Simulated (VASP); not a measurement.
**Optical-spectrum calculation, with input and output: BaF2 (part 2 of 3)**

Continued. System: BaF2 (Fm-3m, 3 atoms in the cell). Method: Kohn-Sham DFT of a periodic cell, PBE, VASP PAW PBE potentials, recommended, no spin polarisation (VASP 6.6.1); cutoff 520 eV, 8×8×8 k-mesh, Gaussian smearing of 0.03 eV. The structure derives from an entry of the Crystallography Open Database.

Geometry of the input (Å; fractional positions):
```
0.0000  3.0882  3.0882
3.0882  -0.0000  3.0882
3.0882  3.0882  0.0000
Ba -0.0000  0.0000  1.0000
F  0.2500  0.2500  0.2500
F  0.7500  0.7500  0.7500
```

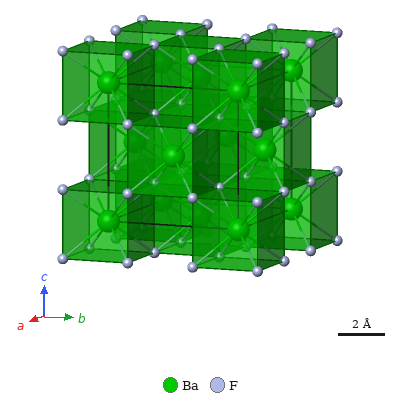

Fig. 1: The structure as given in the input (polyhedral view of the cell 4 times as large as that of the calculation, set on its symmetry axes, seen slightly off an axis; polyhedra are completed across the faces of the cell). An atom can appear more than once, as a periodic image.

## Parts of OUTCAR, continued
```
  FORCE on cell =-STRESS in cart. coord.  units (eV):
  Direction    XX          YY          ZZ          XY          YZ          ZX
  --------------------------------------------------------------------------------------
  -------------------------------------------------------------------------------------
  Total        1.1474509      1.1474509      1.1474509     -0.0000000      0.0000000     -0.0000000
  in kB       31.2097784     31.2097784     31.2097784     -0.0000000      0.0000000     -0.0000000
  external PRESSURE =      31.2097784 kB  Pullay stress =       0.0000000 kB

 VOLUME and BASIS-vectors are now :
 -----------------------------------------------------------------------------
  energy-cutoff  :      520.00
  volume of cell :       58.91
      direct lattice vectors                 reciprocal lattice vectors
     0.000000000  3.088218397  3.088218397    -0.161905648  0.161905648  0.161905648
     3.088218397  0.000000000  3.088218397     0.161905648 -0.161905648  0.161905648
     3.088218397  3.088218397  0.000000000     0.161905648  0.161905648 -0.161905648

 POSITION                                       TOTAL-FORCE (eV/Angst)
 -----------------------------------------------------------------------------------
      0.00000      0.00000      0.00000         0.000000      0.000000      0.000000
      1.54411      1.54411      1.54411        -0.000000     -0.000000     -0.000000
      4.63233      4.63233      4.63233         0.000000      0.000000      0.000000
 -----------------------------------------------------------------------------------
    total drift:                               -0.000000     -0.000000      0.000000

  FREE ENERGIE OF THE ION-ELECTRON SYSTEM (eV)
  ---------------------------------------------------
  free  energy   TOTEN  =       -17.0961900958 eV

  energy  without entropy=      -17.0961900958  energy(sigma->0) =      -17.09619010

 electrical conductivity sigma (Mega S m-1) (frequency dependency in vasprun.xml)
  --------------------------------------------------------------------------------------
       0.000       0.000      -0.000
       0.000       0.000       0.000
      -0.000      -0.000       0.000

  frequency dependent IMAGINARY DIELECTRIC FUNCTION (independent particle, no local field effects) density-density
     E(ev)      X         Y         Z        XY        YZ        ZX
  --------------------------------------------------------------------------------------------------------------
     0.00000    -0.00000    -0.00000    -0.00000    -0.00000    -0.00000     0.00000
     0.88935     0.00000     0.00000     0.00000     0.00000    -0.00000    -0.00000
     1.77870     0.00000     0.00000     0.00000     0.00000    -0.00000     0.00000
     2.66805     0.00000     0.00000     0.00000     0.00000    -0.00000     0.00000
     3.55741     0.00000     0.00000     0.00000     0.00000    -0.00000     0.00000
     4.44676     0.00000     0.00000     0.00000     0.00000    -0.00000     0.00000
     5.33611     0.00000     0.00000     0.00000     0.00000    -0.00000     0.00000
     6.22546     0.00000     0.00000     0.00000     0.00000    -0.00000     0.00000
     7.11481     0.00000     0.00000     0.00000     0.00000    -0.00000     0.00000
     8.00416     0.74693     0.74693     0.74693     0.00000     0.00000    -0.00000
     8.89352     3.05594     3.05594     3.05594     0.00000    -0.00000     0.00000
     9.78287     6.15584     6.15584     6.15584     0.00000     0.00000    -0.00000
    10.67222     3.93619     3.93619     3.93619    -0.00000    -0.00000     0.00000
    11.56157     1.33894     1.33894     1.33894     0.00000     0.00000    -0.00000
    12.45092     1.31372     1.31372     1.31372     0.00000     0.00000    -0.00000
    13.34027     0.74053     0.74053     0.74053    -0.00000     0.00000     0.00000
    14.22963     0.91441     0.91441     0.91441    -0.00000    -0.00000     0.00000
    15.11898     1.15006     1.15006     1.15006     0.00000     0.00000    -0.00000
    16.00833     2.45361     2.45361     2.45361     0.00000     0.00000    -0.00000
    16.89768     1.89724     1.89724     1.89724    -0.00000    -0.00000     0.00000
    17.78703     4.19744     4.19744     4.19744     0.00000    -0.00000     0.00000
    18.67638     3.13453     3.13453     3.13453     0.00000    -0.00000     0.00000
    19.56573     3.45435     3.45435     3.45435     0.00000     0.00000    -0.00000
    20.45509     1.63457     1.63457     1.63457    -0.00000    -0.00000    -0.00000
    21.34444     1.06325     1.06325     1.06325    -0.00000    -0.00000     0.00000
    22.23379     1.63886     1.63886     1.63886     0.00000     0.00000    -0.00000
    23.12314     0.51855     0.51855     0.51855     0.00000    -0.00000    -0.00000
    24.01249     0.52952     0.52952     0.52952     0.00000    -0.00000    -0.00000
    24.90184     0.25536     0.25536     0.25536     0.00000     0.00000    -0.00000
    25.79120     0.33317     0.33317     0.33317     0.00000     0.00000    -0.00000
    26.68055     0.17818     0.17818     0.17818    -0.00000    -0.00000    -0.00000
    27.56990     0.26419     0.26419     0.26419    -0.00000    -0.00000     0.00000
    28.45925     0.24210     0.24210     0.24210     0.00000    -0.00000     0.00000
    29.34860     0.16524     0.16524     0.16524    -0.00000    -0.00000     0.00000
    30.23795     0.19378     0.19378     0.19378    -0.00000    -0.00000    -0.00000
    31.12730     0.21307     0.21307     0.21307     0.00000     0.00000     0.00000
    32.01666     0.42530     0.42530     0.42530    -0.00000     0.00000    -0.00000
    32.90601     0.31161     0.31161     0.31161     0.00000     0.00000    -0.00000
    33.79536     0.34347     0.34347     0.34347     0.00000     0.00000    -0.00000
    34.68471     0.23936     0.23936     0.23936     0.00000    -0.00000     0.00000
    35.57406     0.16864     0.16864     0.16864     0.00000     0.00000    -0.00000
    36.46341     0.20172     0.20172     0.20172     0.00000    -0.00000     0.00000
    37.35277     0.14929     0.14929     0.14929    -0.00000    -0.00000     0.00000
    38.24212     0.18265     0.18265     0.18265     0.00000     0.00000    -0.00000
    39.13147     0.13179     0.13179     0.13179     0.00000     0.00000    -0.00000
    40.02082     0.06822     0.06822     0.06822    -0.00000    -0.00000    -0.00000
    40.91017     0.13488     0.13488     0.13488     0.00000    -0.00000     0.00000
    41.79952     0.11277     0.11277     0.11277     0.00000     0.00000    -0.00000
    42.68888     0.09661     0.09661     0.09661    -0.00000    -0.00000    -0.00000
    43.57823     0.07976     0.07976     0.07976     0.00000     0.00000     0.00000
    44.46758     0.09807     0.09807     0.09807    -0.00000    -0.00000     0.00000
    45.35693     0.12930     0.12930     0.12930     0.00000     0.00000    -0.00000
    46.24628     0.09652     0.09652     0.09652     0.00000    -0.00000     0.00000
    47.13563     0.07320     0.07320     0.07320    -0.00000    -0.00000     0.00000
    48.02498     0.07957     0.07957     0.07957     0.00000     0.00000     0.00000
    48.91434     0.10860     0.10860     0.10860    -0.00000     0.00000    -0.00000
    49.80369     0.06712     0.06712     0.06712    -0.00000    -0.00000     0.00000
    50.69304     0.04284     0.04284     0.04284     0.00000     0.00000    -0.00000
    51.58239     0.01809     0.01809     0.01809    -0.00000     0.00000    -0.00000
    52.47174     0.01051     0.01051     0.01051     0.00000    -0.00000     0.00000
    53.36109     0.02064     0.02064     0.02064    -0.00000    -0.00000     0.00000
    54.25045     0.00939     0.00939     0.00939     0.00000     0.00000     0.00000
    55.13980     0.00803     0.00803     0.00803     0.00000    -0.00000     0.00000
    56.02915     0.00477     0.00477     0.00477     0.00000    -0.00000    -0.00000
    56.91850     0.03757     0.03757     0.03757     0.00000    -0.00000     0.00000
    57.80785     0.00766     0.00766     0.00766    -0.00000    -0.00000     0.00000
    58.69720     0.00415     0.00415     0.00415     0.00000     0.00000    -0.00000
    59.58655     0.00749     0.00749     0.00749    -0.00000    -0.00000     0.00000
    60.47591     0.00430     0.00430     0.00430     0.00000     0.00000    -0.00000
    61.36526     0.00657     0.00657     0.00657     0.00000     0.00000     0.00000
    62.25461     0.00934     0.00934     0.00934     0.00000     0.00000    -0.00000
    63.14396     0.00471     0.00471     0.00471    -0.00000    -0.00000     0.00000
    64.03331     0.00327     0.00327     0.00327    -0.00000    -0.00000     0.00000
    64.92266     0.00232     0.00232     0.00232     0.00000     0.00000    -0.00000
    65.81202     0.00512     0.00512     0.00512    -0.00000    -0.00000     0.00000
    66.70137     0.01258     0.01258     0.01258     0.00000     0.00000    -0.00000
    67.59072     0.00873     0.00873     0.00873     0.00000    -0.00000    -0.00000
    68.48007     0.00355     0.00355     0.00355    -0.00000    -0.00000     0.00000
    69.36942     0.00139     0.00139     0.00139     0.00000     0.00000    -0.00000
    70.25877     0.00047     0.00047     0.00047     0.00000     0.00000     0.00000
    71.14813     0.00047     0.00047     0.00047     0.00000     0.00000     0.00000
    72.03748     0.00057     0.00057     0.00057     0.00000     0.00000     0.00000
    72.92683     0.00058     0.00058     0.00058    -0.00000    -0.00000    -0.00000
    73.81618     0.00000     0.00000     0.00000     0.00000    -0.00000    -0.00000
    74.70553     0.00000     0.00000     0.00000     0.00000    -0.00000     0.00000
    75.59488     0.00000     0.00000     0.00000     0.00000    -0.00000     0.00000
    76.48423     0.00000     0.00000     0.00000     0.00000    -0.00000     0.00000
    77.37359     0.00000     0.00000     0.00000     0.00000    -0.00000     0.00000
    78.26294     0.00000     0.00000     0.00000     0.00000    -0.00000     0.00000
    79.15229     0.00000     0.00000     0.00000     0.00000    -0.00000     0.00000
    80.04164     0.00000     0.00000     0.00000     0.00000    -0.00000     0.00000
    80.93099     0.00000     0.00000     0.00000     0.00000    -0.00000     0.00000
    81.82034     0.00000     0.00000     0.00000     0.00000    -0.00000     0.00000
    82.70970     0.00000     0.00000     0.00000     0.00000    -0.00000     0.00000
    83.59905     0.00000     0.00000     0.00000     0.00000    -0.00000     0.00000
    84.48840     0.00000     0.00000     0.00000     0.00000    -0.00000     0.00000
    85.37775     0.00000     0.00000     0.00000     0.00000    -0.00000     0.00000
    86.26710     0.00000     0.00000     0.00000     0.00000    -0.00000     0.00000
    87.15645     0.00000     0.00000     0.00000     0.00000    -0.00000     0.00000
    88.04580     0.00000     0.00000     0.00000     0.00000    -0.00000     0.00000

  frequency dependent      REAL DIELECTRIC FUNCTION (independent particle, no local field effects) density-density
     E(ev)        X           Y           Z          XY          YZ          ZX
  --------------------------------------------------------------------------------------------------------------
     0.00000     2.50232     2.50232     2.50232     0.00000    -0.00000    -0.00000
     0.88935     2.51015     2.51015     2.51015    -0.00000     0.00000    -0.00000
     1.77870     2.53436     2.53436     2.53436    -0.00000     0.00000    -0.00000
     2.66805     2.57728     2.57728     2.57728    -0.00000     0.00000    -0.00000
     3.55741     2.64364     2.64364     2.64364    -0.00000     0.00000    -0.00000
     4.44676     2.74248     2.74248     2.74248    -0.00000     0.00000    -0.00000
     5.33611     2.89253     2.89253     2.89253    -0.00000     0.00000    -0.00000
     6.22546     3.14343     3.14343     3.14343    -0.00000     0.00000    -0.00000
     7.11481     3.76142     3.76142     3.76142     0.00000     0.00000    -0.00000
     8.00416     3.77627     3.77627     3.77627    -0.00000    -0.00000    -0.00000
     8.89352     4.56353     4.56353     4.56353    -0.00000     0.00000     0.00000
     9.78287     3.75611     3.75611     3.75611     0.00000    -0.00000     0.00000
    10.67222     0.67337     0.67337     0.67337    -0.00000    -0.00000     0.00000
    11.56157     1.71829     1.71829     1.71829    -0.00000    -0.00000    -0.00000
    12.45092     0.42067     0.42067     0.42067     0.00000     0.00000     0.00000
    13.34027     1.10041     1.10041     1.10041     0.00000     0.00000     0.00000
    14.22963     2.40039     2.40039     2.40039     0.00000     0.00000    -0.00000
    15.11898     2.61366     2.61366     2.61366     0.00000     0.00000    -0.00000
    16.00833     1.93751     1.93751     1.93751     0.00000    -0.00000    -0.00000
    16.89768     3.49860     3.49860     3.49860     0.00000     0.00000    -0.00000
    17.78703     0.91954     0.91954     0.91954     0.00000     0.00000     0.00000
    18.67638    -0.86195    -0.86195    -0.86195     0.00000     0.00000    -0.00000
    19.56573     1.83369     1.83369     1.83369     0.00000     0.00000    -0.00000
    20.45509    -1.26084    -1.26084    -1.26084    -0.00000    -0.00000    -0.00000
    21.34444    -0.35552    -0.35552    -0.35552    -0.00000    -0.00000    -0.00000
    22.23379    -0.25867    -0.25867    -0.25867    -0.00000     0.00000     0.00000
    23.12314    -0.27900    -0.27900    -0.27900     0.00000     0.00000    -0.00000
    24.01249     0.18916     0.18916     0.18916    -0.00000     0.00000    -0.00000
    24.90184     0.18783     0.18783     0.18783     0.00000     0.00000     0.00000
    25.79120     0.35519     0.35519     0.35519     0.00000     0.00000     0.00000
    26.68055     0.25606     0.25606     0.25606    -0.00000    -0.00000     0.00000
    27.56990     0.48568     0.48568     0.48568    -0.00000    -0.00000     0.00000
    28.45925     0.36861     0.36861     0.36861     0.00000     0.00000    -0.00000
    29.34860     0.41205     0.41205     0.41205     0.00000     0.00000     0.00000
    30.23795     0.58455     0.58455     0.58455    -0.00000     0.00000     0.00000
    31.12730     0.58914     0.58914     0.58914    -0.00000     0.00000     0.00000
    32.01666     0.61914     0.61914     0.61914    -0.00000    -0.00000    -0.00000
    32.90601     0.63978     0.63978     0.63978    -0.00000     0.00000    -0.00000
    33.79536     0.59236     0.59236     0.59236    -0.00000     0.00000     0.00000
    34.68471     0.59629     0.59629     0.59629    -0.00000    -0.00000     0.00000
    35.57406     0.62611     0.62611     0.62611    -0.00000    -0.00000     0.00000
    36.46341     0.68622     0.68622     0.68622    -0.00000     0.00000    -0.00000
    37.35277     0.77037     0.77037     0.77037    -0.00000    -0.00000     0.00000
    38.24212     0.59799     0.59799     0.59799     0.00000    -0.00000    -0.00000
    39.13147     0.66956     0.66956     0.66956     0.00000    -0.00000     0.00000
    40.02082     0.66391     0.66391     0.66391     0.00000     0.00000     0.00000
    40.91017     0.71435     0.71435     0.71435    -0.00000    -0.00000     0.00000
    41.79952     0.73301     0.73301     0.73301     0.00000     0.00000     0.00000
    42.68888     0.73568     0.73568     0.73568     0.00000     0.00000    -0.00000
    43.57823     0.68418     0.68418     0.68418     0.00000     0.00000    -0.00000
    44.46758     0.72287     0.72287     0.72287    -0.00000    -0.00000    -0.00000
    45.35693     0.73862     0.73862     0.73862     0.00000     0.00000     0.00000
    46.24628     0.71936     0.71936     0.71936    -0.00000    -0.00000     0.00000
    47.13563     0.75016     0.75016     0.75016    -0.00000    -0.00000     0.00000
    48.02498     0.74150     0.74150     0.74150    -0.00000    -0.00000     0.00000
    48.91434     0.75238     0.75238     0.75238     0.00000     0.00000    -0.00000
    49.80369     0.74846     0.74846     0.74846    -0.00000    -0.00000     0.00000
    50.69304     0.73627     0.73627     0.73627    -0.00000    -0.00000     0.00000
    51.58239     0.74707     0.74707     0.74707    -0.00000    -0.00000     0.00000
    52.47174     0.77584     0.77584     0.77584    -0.00000    -0.00000     0.00000
    53.36109     0.79685     0.79685     0.79685    -0.00000    -0.00000     0.00000
    54.25045     0.80614     0.80614     0.80614     0.00000    -0.00000     0.00000
    55.13980     0.81990     0.81990     0.81990    -0.00000    -0.00000     0.00000
    56.02915     0.83093     0.83093     0.83093    -0.00000    -0.00000     0.00000
    56.91850     0.83000     0.83000     0.83000     0.00000     0.00000     0.00000
    57.80785     0.82721     0.82721     0.82721    -0.00000     0.00000     0.00000
    58.69720     0.84338     0.84338     0.84338    -0.00000     0.00000     0.00000
    59.58655     0.84874     0.84874     0.84874    -0.00000    -0.00000     0.00000
    60.47591     0.85405     0.85405     0.85405    -0.00000    -0.00000     0.00000
    61.36526     0.86236     0.86236     0.86236    -0.00000    -0.00000     0.00000
    62.25461     0.86580     0.86580     0.86580    -0.00000    -0.00000     0.00000
    63.14396     0.87167     0.87167     0.87167    -0.00000    -0.00000     0.00000
    64.03331     0.87780     0.87780     0.87780    -0.00000     0.00000     0.00000
    64.92266     0.88047     0.88047     0.88047    -0.00000    -0.00000     0.00000
    65.81202     0.88650     0.88650     0.88650    -0.00000     0.00000     0.00000
    66.70137     0.89062     0.89062     0.89062    -0.00000     0.00000     0.00000
    67.59072     0.88723     0.88723     0.88723    -0.00000    -0.00000     0.00000
    68.48007     0.89140     0.89140     0.89140    -0.00000    -0.00000     0.00000
    69.36942     0.89542     0.89542     0.89542    -0.00000    -0.00000     0.00000
    70.25877     0.89866     0.89866     0.89866    -0.00000    -0.00000     0.00000
    71.14813     0.90236     0.90236     0.90236    -0.00000    -0.00000     0.00000
    72.03748     0.90552     0.90552     0.90552    -0.00000     0.00000     0.00000
    72.92683     0.90838     0.90838     0.90838    -0.00000    -0.00000     0.00000
    73.81618     0.91121     0.91121     0.91121    -0.00000    -0.00000     0.00000
    74.70553     0.91393     0.91393     0.91393    -0.00000    -0.00000     0.00000
    75.59488     0.91644     0.91644     0.91644    -0.00000    -0.00000     0.00000
    76.48423     0.91880     0.91880     0.91880    -0.00000    -0.00000     0.00000
    77.37359     0.92103     0.92103     0.92103    -0.00000    -0.00000     0.00000
    78.26294     0.92316     0.92316     0.92316    -0.00000    -0.00000     0.00000
    79.15229     0.92518     0.92518     0.92518    -0.00000    -0.00000     0.00000
    80.04164     0.92711     0.92711     0.92711    -0.00000    -0.00000     0.00000
    80.93099     0.92896     0.92896     0.92896    -0.00000    -0.00000     0.00000
    81.82034     0.93073     0.93073     0.93073    -0.00000    -0.00000     0.00000
    82.70970     0.93243     0.93243     0.93243    -0.00000    -0.00000     0.00000
    83.59905     0.93406     0.93406     0.93406    -0.00000    -0.00000     0.00000
    84.48840     0.93563     0.93563     0.93563    -0.00000    -0.00000     0.00000
    85.37775     0.93714     0.93714     0.93714    -0.00000    -0.00000     0.00000
    86.26710     0.93859     0.93859     0.93859    -0.00000    -0.00000     0.00000
```
